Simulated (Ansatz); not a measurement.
**Run report: Ga6HN6, geometry relaxation (part 3 of 3)**

Ga6HN6 (slab, 26 atoms in the cell); DFT PBE+D3(BJ), scalar-relativistic, plane waves, PAW, no spin polarisation (Ansatz 0.2.0); cutoff 420 eV, 3×3×1 k-mesh, Gaussian smearing of 0.05 eV. The structure derives from an entry of the Crystallography Open Database. The input holds or restrains some coordinates. Forces given for the steps count only the free coordinates. It belongs to a series of runs on one base structure; here: 1 H2 a cell, tilted, over a bridge N-N site.

Trajectory as extended XYZ, continued:
```
26
Lattice="6.3931 0.0000 0.0000 0.0000 5.2086 0.0000 0.0000 0.0000 25.1418" Properties=species:S:1:pos:R:3:forces:R:3 step=3 energy=-50043.72485
Ga    3.1966    0.0042    8.0000   -0.0034  -2.0003   1.4844
Ga    0.0000    0.0042    8.0000    0.0033  -2.0003   1.4845
N     3.1966    3.2511    8.0000    0.0018   0.6785   0.3711
N     0.0000    3.2511    8.0000   -0.0015   0.6783   0.3712
Ga    4.7948    2.6085    8.9228    0.0003   1.0833  -1.6397
Ga    1.5983    2.6085    8.9228    0.0001   1.0831  -1.6341
N     4.7948    0.6468    8.9228    0.0021   0.5082  -1.2002
N     1.5983    0.6468    8.9228   -0.0010   0.5080  -1.2135
Ga    4.7948    0.0042   10.7683    0.0171  -0.3377   0.3570
Ga    1.5983    0.0042   10.7683   -0.0113  -0.3441   0.3230
N     4.7948    3.2511   10.7683    0.0065   0.1058   0.5709
N     1.5983    3.2511   10.7683   -0.0004   0.1069   0.5532
Ga    0.0004    2.5987   11.6354    0.0112  -0.0032  -0.0086
Ga    3.1964    2.6002   11.6350   -0.0088   0.0003  -0.0076
N     0.0011    0.6444   11.6590    0.0135  -0.0068   0.0030
N     3.1959    0.6466   11.6558   -0.0118  -0.0181   0.0159
Ga    0.0081    0.0300   13.6084   -0.0268   0.0041   0.0157
Ga    3.1936    0.0330   13.6011    0.0283  -0.0016   0.0042
N     0.0056    3.2848   13.5512   -0.0030  -0.0003   0.0059
N     3.1951    3.2868   13.5510    0.0042  -0.0106  -0.0034
Ga    1.6006    2.4543   14.1833    0.0060   0.0121   0.0043
Ga    4.7969    2.4618   14.1704   -0.0091   0.0157   0.0324
N     1.6022    0.6466   14.4323   -0.0012   0.0026   0.0010
N     4.7974    0.6558   14.3976   -0.0285  -0.0372   0.0567
H     4.0217    4.6047   16.5106    0.2722  -0.0698   1.0870
H     4.1757    4.4912   17.2803   -0.2595   0.0431  -1.0343
26
Lattice="6.3931 0.0000 0.0000 0.0000 5.2086 0.0000 0.0000 0.0000 25.1418" Properties=species:S:1:pos:R:3:forces:R:3 step=5 energy=-50043.77792
Ga    3.1966    0.0042    8.0000   -0.0010  -2.0026   1.4815
Ga    0.0000    0.0042    8.0000    0.0011  -2.0026   1.4821
N     3.1966    3.2511    8.0000    0.0012   0.6791   0.3699
N     0.0000    3.2511    8.0000   -0.0014   0.6788   0.3700
Ga    4.7948    2.6085    8.9228   -0.0014   1.0855  -1.6373
Ga    1.5983    2.6085    8.9228    0.0009   1.0872  -1.6244
N     4.7948    0.6468    8.9228    0.0003   0.5080  -1.1966
N     1.5983    0.6468    8.9228   -0.0011   0.5094  -1.1998
Ga    4.7948    0.0042   10.7683    0.0055  -0.3596   0.3609
Ga    1.5983    0.0042   10.7683   -0.0147  -0.3391   0.3554
N     4.7948    3.2511   10.7683   -0.0064   0.1000   0.5482
N     1.5983    3.2511   10.7683   -0.0011   0.0762   0.5949
Ga   -0.0031    2.5976   11.6365    0.0588   0.0055  -0.0296
Ga    3.1993    2.5985   11.6375   -0.0595   0.0377  -0.0148
N    -0.0024    0.6423   11.6619    0.0507  -0.0066   0.0262
N     3.1983    0.6451   11.6596   -0.0442  -0.0316   0.0293
Ga    0.0101    0.0208   13.6143   -0.3614  -0.0173   0.0247
Ga    3.1813    0.0263   13.6080    0.4451  -0.0587   0.0655
N    -0.0054    3.2752   13.5544    0.1347   0.0082  -0.0503
N     3.1980    3.2797   13.5575   -0.1354  -0.0637  -0.0747
Ga    1.5943    2.4374   14.1693    0.0601   0.2648   0.0261
Ga    4.7940    2.4435   14.1686   -0.0489  -0.0876   0.1755
N     1.5980    0.6395   14.4233   -0.0296  -0.0476   0.1325
N     4.7952    0.6353   14.4431   -0.0613   0.0066  -0.1879
H     4.3501    4.6424   16.6673   -0.0066  -0.0876   0.1055
H     4.2425    4.1920   17.2713    0.0152   0.0576  -0.1328
26
Lattice="6.3931 0.0000 0.0000 0.0000 5.2086 0.0000 0.0000 0.0000 25.1418" Properties=species:S:1:pos:R:3:forces:R:3 step=7 energy=-50043.79768
Ga    3.1966    0.0042    8.0000   -0.0002  -2.0042   1.4818
Ga    0.0000    0.0042    8.0000    0.0003  -2.0045   1.4808
N     3.1966    3.2511    8.0000    0.0002   0.6792   0.3690
N     0.0000    3.2511    8.0000   -0.0004   0.6797   0.3682
Ga    4.7948    2.6085    8.9228    0.0015   1.0880  -1.6271
Ga    1.5983    2.6085    8.9228   -0.0019   1.0888  -1.6244
N     4.7948    0.6468    8.9228    0.0002   0.5093  -1.1927
N     1.5983    0.6468    8.9228   -0.0010   0.5096  -1.1933
Ga    4.7948    0.0042   10.7683    0.0019  -0.3434   0.3971
Ga    1.5983    0.0042   10.7683   -0.0070  -0.3415   0.4012
N     4.7948    3.2511   10.7683    0.0020   0.0789   0.5755
N     1.5983    3.2511   10.7683   -0.0088   0.0757   0.5729
Ga   -0.0003    2.5974   11.6379    0.0098   0.0042  -0.0008
Ga    3.1965    2.5972   11.6369   -0.0091   0.0050   0.0005
N    -0.0005    0.6419   11.6664    0.0057  -0.0052  -0.0107
N     3.1967    0.6419   11.6651   -0.0054  -0.0041  -0.0079
Ga   -0.0014    0.0241   13.6188    0.0118  -0.0045   0.0055
Ga    3.1942    0.0237   13.6161   -0.0047  -0.0058   0.0006
N    -0.0007    3.2775   13.5581   -0.0074  -0.0052  -0.0133
N     3.1943    3.2772   13.5542    0.0071  -0.0042  -0.0014
Ga    1.5973    2.4478   14.1857    0.0057   0.0020  -0.0023
Ga    4.7927    2.4486   14.1805   -0.0062   0.0378   0.0417
N     1.5974    0.6400   14.4360   -0.0038   0.0077   0.0032
N     4.7924    0.6422   14.4333    0.0016  -0.0093   0.0155
H     4.4554    4.5275   16.6376    0.0067  -0.0047  -0.0312
H     4.3485    4.0064   17.1755    0.0015  -0.0296  -0.0084
26
Lattice="6.3931 0.0000 0.0000 0.0000 5.2086 0.0000 0.0000 0.0000 25.1418" Properties=species:S:1:pos:R:3:forces:R:3 step=9 energy=-50043.81172
Ga    3.1966    0.0042    8.0000   -0.0005  -2.0042   1.4812
Ga    0.0000    0.0042    8.0000    0.0006  -2.0043   1.4803
N     3.1966    3.2511    8.0000    0.0001   0.6794   0.3695
N     0.0000    3.2511    8.0000   -0.0002   0.6796   0.3692
Ga    4.7948    2.6085    8.9228    0.0002   1.0873  -1.6252
Ga    1.5983    2.6085    8.9228   -0.0006   1.0870  -1.6224
N     4.7948    0.6468    8.9228    0.0007   0.5093  -1.1913
N     1.5983    0.6468    8.9228   -0.0009   0.5098  -1.1931
Ga    4.7948    0.0042   10.7683    0.0026  -0.3353   0.4004
Ga    1.5983    0.0042   10.7683   -0.0054  -0.3336   0.3987
N     4.7948    3.2511   10.7683   -0.0003   0.0915   0.5770
N     1.5983    3.2511   10.7683   -0.0054   0.0851   0.5868
Ga   -0.0007    2.5988   11.6389    0.0038   0.0086   0.0014
Ga    3.1969    2.5993   11.6391   -0.0020   0.0080  -0.0024
N    -0.0002    0.6436   11.6658    0.0040  -0.0090   0.0052
N     3.1966    0.6441   11.6644   -0.0011  -0.0094   0.0118
Ga    0.0014    0.0300   13.6192   -0.0326   0.0023   0.0006
Ga    3.1947    0.0301   13.6165    0.0310   0.0001   0.0025
N    -0.0016    3.2828   13.5587    0.0133  -0.0019  -0.0107
N     3.1968    3.2832   13.5567   -0.0114  -0.0109  -0.0234
Ga    1.5981    2.4546   14.1839    0.0036   0.0050   0.0051
Ga    4.7938    2.4588   14.1924   -0.0102  -0.0051   0.0252
N     1.5987    0.6468   14.4384   -0.0011   0.0062   0.0013
N     4.7942    0.6487   14.4370   -0.0015  -0.0023   0.0059
H     4.5544    4.3600   16.4788   -0.0747  -0.4122   0.2329
H     4.4373    3.7359   16.9241    0.0882   0.3692  -0.2865
26
Lattice="6.3931 0.0000 0.0000 0.0000 5.2086 0.0000 0.0000 0.0000 25.1418" Properties=species:S:1:pos:R:3:forces:R:3 step=10 energy=-50043.82760
Ga    3.1966    0.0042    8.0000   -0.0003  -2.0053   1.4803
Ga    0.0000    0.0042    8.0000    0.0005  -2.0056   1.4790
N     3.1966    3.2511    8.0000   -0.0001   0.6797   0.3697
N     0.0000    3.2511    8.0000   -0.0002   0.6801   0.3689
Ga    4.7948    2.6085    8.9228    0.0010   1.0889  -1.6250
Ga    1.5983    2.6085    8.9228   -0.0017   1.0887  -1.6213
N     4.7948    0.6468    8.9228    0.0005   0.5094  -1.1880
N     1.5983    0.6468    8.9228   -0.0012   0.5101  -1.1891
Ga    4.7948    0.0042   10.7683    0.0021  -0.3385   0.4022
Ga    1.5983    0.0042   10.7683   -0.0074  -0.3382   0.4045
N     4.7948    3.2511   10.7683    0.0010   0.0881   0.5729
N     1.5983    3.2511   10.7683   -0.0102   0.0791   0.5873
Ga   -0.0010    2.5983   11.6391    0.0021   0.0161   0.0077
Ga    3.1970    2.5987   11.6386   -0.0020   0.0136   0.0075
N    -0.0003    0.6431   11.6668   -0.0017  -0.0059   0.0000
N     3.1965    0.6434   11.6653    0.0032  -0.0041   0.0042
Ga   -0.0013    0.0305   13.6198   -0.0096  -0.0034  -0.0022
Ga    3.1950    0.0300   13.6166   -0.0007   0.0005  -0.0061
N    -0.0035    3.2825   13.5591    0.0080  -0.0011  -0.0057
N     3.1962    3.2824   13.5556   -0.0056  -0.0033  -0.0163
Ga    1.5973    2.4557   14.1835   -0.0022  -0.0095  -0.0028
Ga    4.7923    2.4598   14.1988   -0.0060  -0.0067   0.0053
N     1.5974    0.6473   14.4386    0.0037   0.0050  -0.0023
N     4.7924    0.6483   14.4404    0.0057  -0.0026   0.0116
H     4.5822    4.2416   16.3563    0.0121  -0.0050  -0.0245
H     4.5178    3.6194   16.7890    0.0090  -0.0289  -0.0176
26
Lattice="6.3931 0.0000 0.0000 0.0000 5.2086 0.0000 0.0000 0.0000 25.1418" Properties=species:S:1:pos:R:3:forces:R:3 step=12 energy=-50043.83733
Ga    3.1966    0.0042    8.0000   -0.0002  -2.0055   1.4788
Ga    0.0000    0.0042    8.0000    0.0003  -2.0060   1.4774
N     3.1966    3.2511    8.0000   -0.0001   0.6796   0.3697
N     0.0000    3.2511    8.0000   -0.0004   0.6802   0.3685
Ga    4.7948    2.6085    8.9228    0.0017   1.0896  -1.6253
Ga    1.5983    2.6085    8.9228   -0.0027   1.0897  -1.6202
N     4.7948    0.6468    8.9228    0.0002   0.5094  -1.1858
N     1.5983    0.6468    8.9228   -0.0013   0.5104  -1.1862
Ga    4.7948    0.0042   10.7683    0.0023  -0.3399   0.3969
Ga    1.5983    0.0042   10.7683   -0.0098  -0.3388   0.4045
N     4.7948    3.2511   10.7683    0.0010   0.0885   0.5695
N     1.5983    3.2511   10.7683   -0.0150   0.0770   0.5856
Ga   -0.0013    2.5988   11.6397    0.0015   0.0099   0.0044
Ga    3.1971    2.5989   11.6384   -0.0018   0.0093   0.0054
N    -0.0006    0.6429   11.6672   -0.0010  -0.0040   0.0012
N     3.1966    0.6432   11.6655    0.0021  -0.0032   0.0028
Ga   -0.0032    0.0289   13.6195   -0.0017  -0.0025  -0.0111
Ga    3.1947    0.0285   13.6154   -0.0022  -0.0030  -0.0072
N    -0.0052    3.2806   13.5592    0.0045  -0.0015  -0.0089
N     3.1953    3.2804   13.5538   -0.0019  -0.0027  -0.0110
Ga    1.5963    2.4536   14.1808   -0.0040  -0.0021  -0.0059
Ga    4.7905    2.4583   14.2022    0.0002   0.0047   0.0045
N     1.5966    0.6455   14.4377    0.0025   0.0005   0.0050
N     4.7913    0.6457   14.4435    0.0046  -0.0199   0.0193
H     4.6545    4.1451   16.2490    0.0001  -0.0099  -0.0052
H     4.5812    3.4999   16.6502    0.0209  -0.0097  -0.0268
26
Lattice="6.3931 0.0000 0.0000 0.0000 5.2086 0.0000 0.0000 0.0000 25.1418" Properties=species:S:1:pos:R:3:forces:R:3 step=14 energy=-50043.84175 accepted=F
Ga    3.1966    0.0042    8.0000    0.0002  -2.0071   1.4747
Ga    0.0000    0.0042    8.0000   -0.0002  -2.0072   1.4747
N     3.1966    3.2511    8.0000    0.0000   0.6799   0.3687
N     0.0000    3.2511    8.0000   -0.0002   0.6801   0.3682
Ga    4.7948    2.6085    8.9228    0.0005   1.0931  -1.6270
Ga    1.5983    2.6085    8.9228   -0.0010   1.0939  -1.6199
N     4.7948    0.6468    8.9228    0.0002   0.5096  -1.1790
N     1.5983    0.6468    8.9228   -0.0008   0.5111  -1.1776
Ga    4.7948    0.0042   10.7683    0.0039  -0.3536   0.3850
Ga    1.5983    0.0042   10.7683   -0.0076  -0.3514   0.4005
N     4.7948    3.2511   10.7683   -0.0008   0.0785   0.5557
N     1.5983    3.2511   10.7683   -0.0076   0.0637   0.5750
Ga   -0.0014    2.5977   11.6382   -0.0008   0.0119   0.0125
Ga    3.1974    2.5979   11.6376    0.0032   0.0038  -0.0014
N    -0.0008    0.6411   11.6682   -0.0019  -0.0002  -0.0034
N     3.1971    0.6414   11.6670    0.0012   0.0011   0.0001
Ga   -0.0033    0.0214   13.6171    0.0021   0.0035  -0.0182
Ga    3.1966    0.0212   13.6142    0.0009   0.0038   0.0050
N    -0.0056    3.2723   13.5551    0.0142  -0.0025  -0.0284
N     3.1976    3.2721   13.5514    0.0019  -0.0005   0.0126
Ga    1.5965    2.4456   14.1732   -0.0035  -0.0063  -0.0027
Ga    4.7921    2.4504   14.2086    0.0068  -0.0202  -0.0127
N     1.5973    0.6377   14.4378   -0.0024   0.0012   0.0005
N     4.7924    0.6336   14.4528    0.0081  -0.0197   0.0036
H     4.8495    4.0204   16.0662   -0.0224   0.0681   0.0179
H     4.8261    3.3533   16.4420    0.0051  -0.0346   0.0159
26
Lattice="6.3931 0.0000 0.0000 0.0000 5.2086 0.0000 0.0000 0.0000 25.1418" Properties=species:S:1:pos:R:3:forces:R:3 step=16 energy=-50043.84419
Ga    3.1966    0.0042    8.0000    0.0004  -2.0072   1.4755
Ga    0.0000    0.0042    8.0000   -0.0005  -2.0071   1.4756
N     3.1966    3.2511    8.0000   -0.0001   0.6804   0.3688
N     0.0000    3.2511    8.0000    0.0001   0.6803   0.3689
Ga    4.7948    2.6085    8.9228   -0.0002   1.0925  -1.6260
Ga    1.5983    2.6085    8.9228    0.0003   1.0930  -1.6202
N     4.7948    0.6468    8.9228    0.0000   0.5096  -1.1813
N     1.5983    0.6468    8.9228    0.0002   0.5111  -1.1789
Ga    4.7948    0.0042   10.7683   -0.0004  -0.3499   0.3851
Ga    1.5983    0.0042   10.7683    0.0008  -0.3454   0.4027
N     4.7948    3.2511   10.7683   -0.0007   0.0832   0.5538
N     1.5983    3.2511   10.7683    0.0016   0.0680   0.5767
Ga   -0.0012    2.5988   11.6382   -0.0021  -0.0041   0.0083
Ga    3.1978    2.5987   11.6384    0.0025  -0.0045   0.0056
N    -0.0008    0.6418   11.6673    0.0013   0.0003  -0.0020
N     3.1974    0.6416   11.6675   -0.0008   0.0002  -0.0017
Ga   -0.0011    0.0220   13.6151   -0.0061  -0.0088   0.0047
Ga    3.1982    0.0216   13.6155    0.0072  -0.0040   0.0064
N    -0.0031    3.2724   13.5535    0.0043  -0.0017   0.0021
N     3.2002    3.2720   13.5539   -0.0041   0.0052   0.0010
Ga    1.5986    2.4449   14.1747   -0.0040   0.0113  -0.0048
Ga    4.7951    2.4493   14.2092    0.0038   0.0062  -0.0122
N     1.5984    0.6373   14.4379    0.0030  -0.0015  -0.0007
N     4.7954    0.6333   14.4537   -0.0049  -0.0089  -0.0088
H     4.8019    4.0763   16.1166   -0.0024  -0.0079   0.0089
H     4.7999    3.4021   16.4827    0.0007   0.0097  -0.0076
```

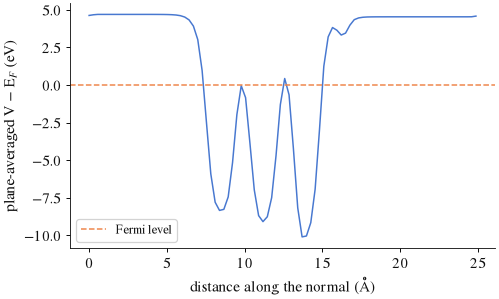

Plane average of the electrostatic potential energy of an electron across the cell, from the Fermi level. The vacuum level lies 4.54 eV above the Fermi level on the upper side and 4.70 eV on the lower.

Summary:

- outcome: converged under the restraints of the input
- electrons treated: 218
- free energy: −50043.8442 eV
- work function, top face: 4.54 eV
- work function, bottom face: 4.70 eV
- Fermi energy: 0.366 eV
- gap on the k-point mesh: 0.76 eV
- final volume: 837.20 Å³
- work function (upper face): 4.54 eV
- largest force (length of the vector) at the end, held atoms and coordinates included: 2.491 eV/Å
- wall time: 7.2 min (CPU time 27 min)
- peak memory: 2.4 GiB
